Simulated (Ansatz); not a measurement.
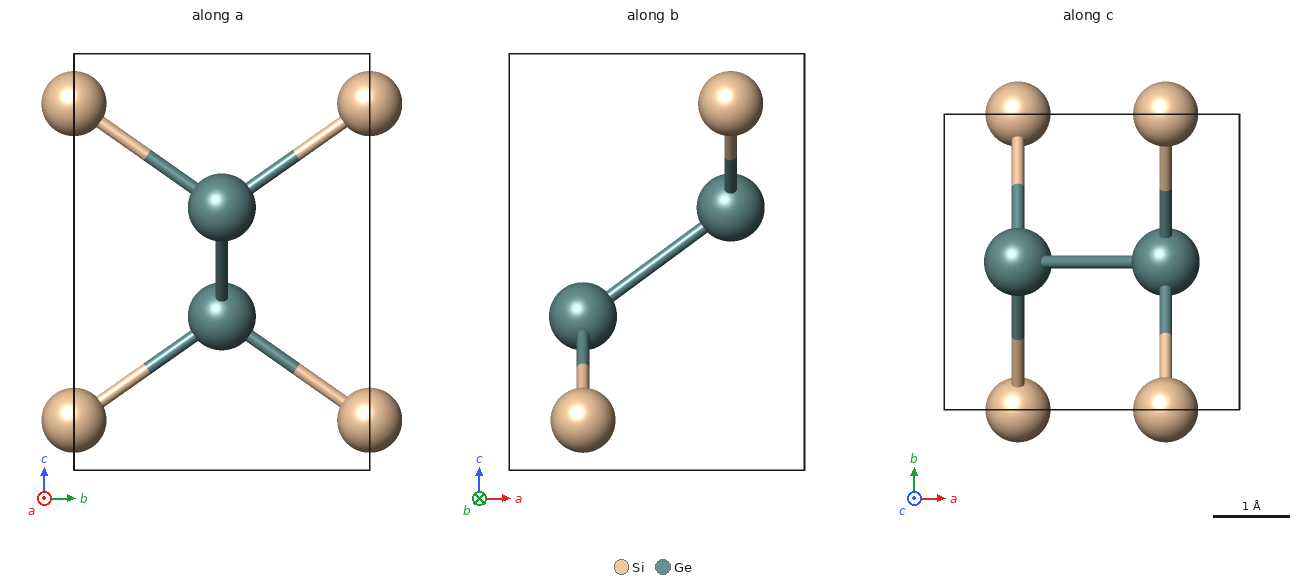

Ball-and-stick drawing of the structure, looking along the a axis, along the b axis and along the c axis. One conventional unit cell is outlined, and atoms on its boundary appear in each equivalent place.

Lattice parameters: a = 3.925 Å, b = 3.931 Å, c = 5.537 Å, α = 90.00°, β = 90.00°, γ = 90.00°.

**Convert the drawing into a table of Wyckoff sites, with free fractional coordinates to two decimals.**

Space group Pmma (No. 51).
```tsv
atom	site	x	y	z
Si	2e	0.75	0.00	0.88
Ge	2f	0.25	0.50	0.37
```

Origin of the cell: a structure type filled with these elements by a generator (whether the compound takes this form wasn't checked). Earlier steps of the study may have refined or changed the cell and positions. It was run through Ansatz as a DFT input.
